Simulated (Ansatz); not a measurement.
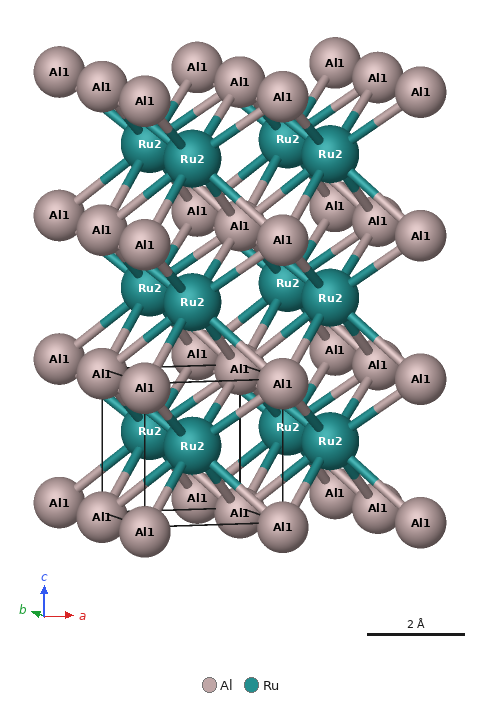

Fig. 1: The structure as given in the input (ball-and-stick view of the cell of the calculation, set on other vectors, repeated 2 × 2 × 3, seen slightly off an axis; atoms are numbered from 1 in the order of the input). An atom can appear more than once, as a periodic image. Near neighbours in the periodic cell (some may lie outside the picture): Al has 8 Ru at 2.53 to 2.65 Å; Ru has 8 Al at 2.53 to 2.65 Å.

# What a change does: single-point calculation on AlRu

System: AlRu (2 atoms in the cell).
Method of run 1: DFT PBEsol, scalar-relativistic, plane waves, PAW, no spin polarisation (Ansatz 0.2.0).

The structure derives from an entry of the Crystallography Open Database. Text and figures count atoms from 1; the logs count them from 0 in places.

**The input, run 1**
```yaml
crystal:
  lattice:
    - [2.9916, 0.0, 0.0]
    - [0.0, 2.9916, 0.0]
    - [0.0, 0.0, 2.9916]
  atoms:
    - { symbol: Al, position: [0.0, -0.0334269287, 0.0] }
    - { symbol: Ru, position: [0.5, 0.5, 0.5] }
basis:
  ecutwfc: 420
kpoints:
  mp_grid: { grid: [16, 16, 16] }
hamiltonian:
  xc: pbesol
scf:
  occupations: { method: gaussian, width: 0.15 }
output:
  forces: true
  stress: true
  eigenvalues: true
```

Command:
```bash
ansatz run input.yaml --threads 1 --pin off --max-ram 2560MiB --backend cpu --events-out ev --progress --plain --runs-dir out
```

Hardware: 1 thread of Intel Xeon @ 2.50GHz (Skylake/Cascade Lake), 189 GiB of memory available, shared host.

**Output, shortened to warnings, some set-up lines, iterations and results (run 1)**
```
Basis set: ecut = 420 eV, 485 PW (Γ), exchange–correlation on 40×40×40 points (8 copies of the dense FFT grid, shifted against one another)
Symmetry: 8 space group operations
k-points: 405 of 4096 (time reversal used)
Initial density: superposition of atomic densities (neutral atoms: chi_scale 0, normalization atom), corrected by the library's trained network
[...]
SCF iter   1: F=—  HF=-6342.276822 eV  |F-HF|=—  |Δ(HF+E_count)|=         —  Δρ=8.72e-3  dr2=2.41e-2  ethr=1.77e-3  ⟨swp⟩=5.0  Hψ=28039  notcnv=0
SCF iter   2: F=—  HF=-6342.273540 eV  |F-HF|=—  |Δ(HF+E_count)|=   3.28e-3  Δρ=4.99e-3  dr2=8.82e-3  ethr=1.27e-4  ⟨swp⟩=1.1  Hψ=8938  notcnv=0
SCF iter   3: F=—  HF=-6342.271645 eV  |F-HF|=—  |Δ(HF+E_count)|=   1.90e-3  Δρ=5.45e-4  dr2=7.82e-5  ethr=4.64e-5  ⟨swp⟩=2.4  Hψ=8173  notcnv=0
SCF iter   4: F=—  HF=-6342.271596 eV  |F-HF|=—  |Δ(HF+E_count)|=   4.85e-5  Δρ=1.25e-4  dr2=3.52e-6  ethr=4.12e-7  ⟨swp⟩=2.0  Hψ=8368  notcnv=0
SCF iter   5: F=—  HF=-6342.271596 eV  |F-HF|=—  |Δ(HF+E_count)|=   3.14e-7  Δρ=3.64e-5  dr2=3.71e-7  ethr=1.85e-8  ⟨swp⟩=2.3  Hψ=8232  notcnv=0
SCF iter   6: F=-6342.271596 eV  HF=-6342.271596 eV  |F-HF|=6.98e-10  |Δ(HF+E_count)|=   1.33e-7  Δρ=3.39e-6  dr2=8.40e-10  ethr=5.26e-10  ⟨swp⟩=5.4  Hψ=25734  notcnv=0
SCF 1 converged in 6 iterations: F = -6342.271596 eV  dr2 = 8.40e-10
SCF converged after 6 iterations
Free energy (F): -6342.271596 eV
Harris-Foulkes:  -6342.271596 eV  (|F-HF|=6.98e-10)
Internal energy: -6342.252448 eV  (E = F + TS)
E sigma→0 (E₀):  -6342.262022 eV
Entropy (-TS):   -0.019147 eV (-9.574 meV/atom)
Fermi energy:    16.001849 eV
--- Per-component energies (eV) ---
  E_band       = -121.832053
  E_kinetic    = 543.170860
  E_local      = -1800.157880  (includes V_loc(G=0)·N_el)
  E_nonlocal   = 356.619323
  E_hartree    = 638.223682
  E_xc         = -230.714095
  E_vxc        = -270.225544  (∫ρ·V_xc dr)
  E_paw        = -3855.381694  (= ΣΔE_a)
  E_vpaw       = -227.686434  (= ΣTr[D̂ρ^β])
  E_aug_tail   = -0.000193  (compensation charges beyond the density's cutoff)
  E_ewald      = -1994.284886
  E_core_change = 0.272435  (= ΣΔE_core)
  E_smearing   = -0.019147  (= −TS)
  E_closure    = 0.000000  (closes the sum)
  Σ components = -6342.271596   (vs F -6342.271596, Δ=0.00e0)
--- Forces (eV/Å), atoms counted from 1 ---
  atom   1  Al    -0.00000000     0.75836019     0.00000000
  atom   2  Ru    -0.00000000    -0.75834896     0.00000000
  max |Σ_I F_I| component: 1.12e-5 eV/Å
--- Stress (GPa, compression-positive) ---
       -2.217365       0.000000       0.000000
        0.000000      -2.979526       0.000000
        0.000000       0.000000      -2.217365
  P = ⅓ Tr σ = -2.4714 GPa (-24.714 kbar)
```

For run 2 the input was changed thus:
```diff
-    - { symbol: Al, position: [0.0, -0.0334269287, 0.0] }
+    - { symbol: Al, position: [0.0, 0.0041783661, 0.0] }
```

Predict how the results change.

With the same functional and potentials, run 2 lies 18.7 meV per atom lower. The pressure goes from −2.47 to −3.22 GPa. The largest force goes from 0.758 to 0.095 eV/Å. The number of SCF iterations is the same.

**Output, shortened to warnings, some set-up lines, iterations and results (run 2)**
```
Basis set: ecut = 420 eV, 485 PW (Γ), exchange–correlation on 40×40×40 points (8 copies of the dense FFT grid, shifted against one another)
Symmetry: 8 space group operations
k-points: 405 of 4096 (time reversal used)
Initial density: superposition of atomic densities (neutral atoms: chi_scale 0, normalization atom), corrected by the library's trained network
[...]
SCF iter   1: F=—  HF=-6342.314308 eV  |F-HF|=—  |Δ(HF+E_count)|=         —  Δρ=8.78e-3  dr2=2.45e-2  ethr=1.77e-3  ⟨swp⟩=5.0  Hψ=28073  notcnv=0
SCF iter   2: F=—  HF=-6342.310985 eV  |F-HF|=—  |Δ(HF+E_count)|=   3.32e-3  Δρ=5.03e-3  dr2=8.96e-3  ethr=1.29e-4  ⟨swp⟩=1.1  Hψ=8940  notcnv=0
SCF iter   3: F=—  HF=-6342.309059 eV  |F-HF|=—  |Δ(HF+E_count)|=   1.93e-3  Δρ=5.47e-4  dr2=7.90e-5  ethr=4.72e-5  ⟨swp⟩=2.4  Hψ=8120  notcnv=0
SCF iter   4: F=—  HF=-6342.308963 eV  |F-HF|=—  |Δ(HF+E_count)|=   9.54e-5  Δρ=1.20e-4  dr2=3.19e-6  ethr=4.16e-7  ⟨swp⟩=2.0  Hψ=8426  notcnv=0
SCF iter   5: F=-6342.308963 eV  HF=-6342.308963 eV  |F-HF|=1.03e-8  |Δ(HF+E_count)|=   2.78e-7  Δρ=1.06e-5  dr2=2.04e-8  ethr=1.68e-8  ⟨swp⟩=2.6  Hψ=8887  notcnv=0
SCF iter   6: F=-6342.308963 eV  HF=-6342.308963 eV  |F-HF|=1.86e-9  |Δ(HF+E_count)|=   2.07e-9  Δρ=2.85e-6  dr2=2.37e-9  ethr=1.07e-10  ⟨swp⟩=2.6  Hψ=19873  notcnv=0
SCF 1 converged in 6 iterations: F = -6342.308963 eV  dr2 = 2.37e-9
SCF converged after 6 iterations
Free energy (F): -6342.308963 eV
Harris-Foulkes:  -6342.308963 eV  (|F-HF|=1.86e-9)
Internal energy: -6342.289890 eV  (E = F + TS)
E sigma→0 (E₀):  -6342.299426 eV
Entropy (-TS):   -0.019073 eV (-9.537 meV/atom)
Fermi energy:    16.008139 eV
--- Per-component energies (eV) ---
  E_band       = -121.775639
  E_kinetic    = 543.013985
  E_local      = -1799.047369  (includes V_loc(G=0)·N_el)
  E_nonlocal   = 356.540213
  E_hartree    = 637.768637
  E_xc         = -230.676864
  E_vxc        = -270.179552  (∫ρ·V_xc dr)
  E_paw        = -3855.345410  (= ΣΔE_a)
  E_vpaw       = -227.640092  (= ΣTr[D̂ρ^β])
  E_aug_tail   = -0.000190  (compensation charges beyond the density's cutoff)
  E_ewald      = -1994.815328
  E_core_change = 0.272435  (= ΣΔE_core)
  E_smearing   = -0.019073  (= −TS)
  E_closure    = 0.000000  (closes the sum)
  Σ components = -6342.308963   (vs F -6342.308963, Δ=0.00e0)
--- Forces (eV/Å), atoms counted from 1 ---
  atom   1  Al     0.00000000    -0.09497242     0.00000000
  atom   2  Ru     0.00000000     0.09504371     0.00000000
  max |Σ_I F_I| component: 7.13e-5 eV/Å
--- Stress (GPa, compression-positive) ---
       -3.215991       0.000000       0.000000
        0.000000      -3.227838       0.000000
        0.000000       0.000000      -3.215991
  P = ⅓ Tr σ = -3.2199 GPa (-32.199 kbar)
```

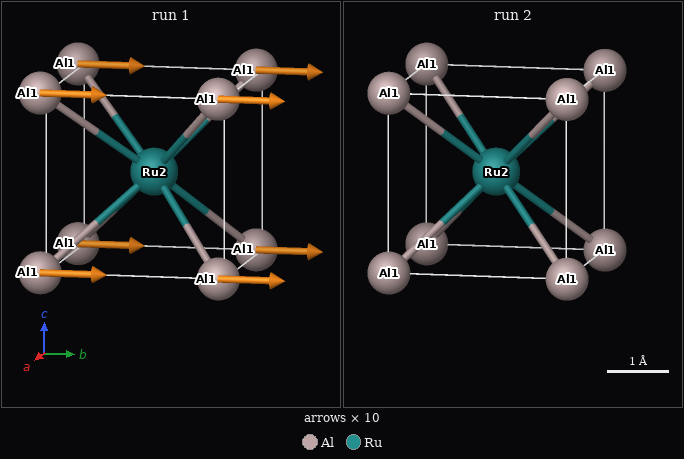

Fig. 2: The two input geometries at one scale (ball-and-stick view of the cell of the calculation, seen slightly off an axis). The orange arrows on the first give the shifts of the atoms relative to the cell, magnified 10 times. The atom that moves furthest is Al1 (0.11 Å). Ru stays in place. The lattice vectors keep their values. Among the contacts that change: Al1–Ru2 2.650 → 2.584 Å.

**The two runs side by side**

```tsv
quantity	run 1	run 2
outcome	converged	converged
free energy per atom (eV)	−3171.1358	−3171.1545
energy per atom, smearing taken to zero (eV)	−3171.1310	−3171.1497
gap on the mesh (eV)	0.00	0.00
pressure (GPa)	−2.47	−3.22
largest force (eV/Å)	0.758	0.095
SCF iterations	6	6
irreducible k-points	405	405
plane waves at Γ	485	485
wall time (shared host)	27 s	25 s
```
